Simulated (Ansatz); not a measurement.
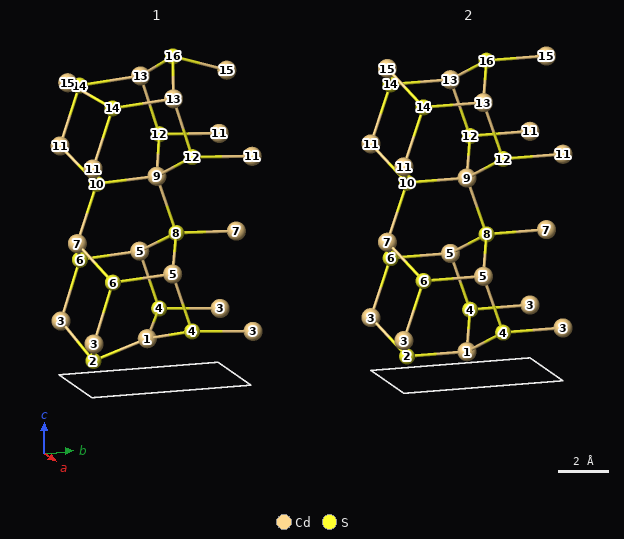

Two geometries of a slab of composition CdS (cut from the P6_3mc phase), drawn at one scale. One is the start of a relaxation, the other its converged end. Style: ball-and-stick. Shown: the cell of the calculation, outlined in the plane, without the vacuum (origin shifted), slightly off an axis.

These are results of DFT PBE, scalar-relativistic, plane waves, PAW in Ansatz 0.2.0, not measurements. Set-up: plane-wave cutoff 420 eV; k-point mesh 6 × 4 × 1; occupations gaussian; smearing width 0.05 eV; no spin polarisation; dipole correction; atoms relaxed in a fixed cell; force threshold 0.02 eV/Å; at most 60 steps.

### Which of the two is the end point?

Structure 1 is the relaxed one. Case: (1 0 0) slab, atoms relaxed. The slab is the (1 0 0) face of CdS. The largest moves relative to the layer's centre, 0.66 Å, are those of Cd1 and Cd15. Cd1 goes at 30° to the normal (+c side). Largest moves by element: Cd 0.66 Å, S 0.20 Å. The cell stays as it was. Some distances before and after: Cd15–S16 2.572 → 2.432 Å, Cd3–S6 2.566 → 2.631 Å, Cd13–S14 2.572 → 2.624 Å, Cd1–S4 2.566 → 2.523 Å. Bond angles that change, for instance: Cd1–S4–Cd5 109.7° → 96.0°, S2–Cd1–S4 109.2° → 122.9°, Cd13–S16–Cd15 109.2° → 96.0°. The energy falls by 0.876 eV per cell of the calculation in 6 geometry steps. The largest force component goes from 0.92 to 0.0054 eV/Å.
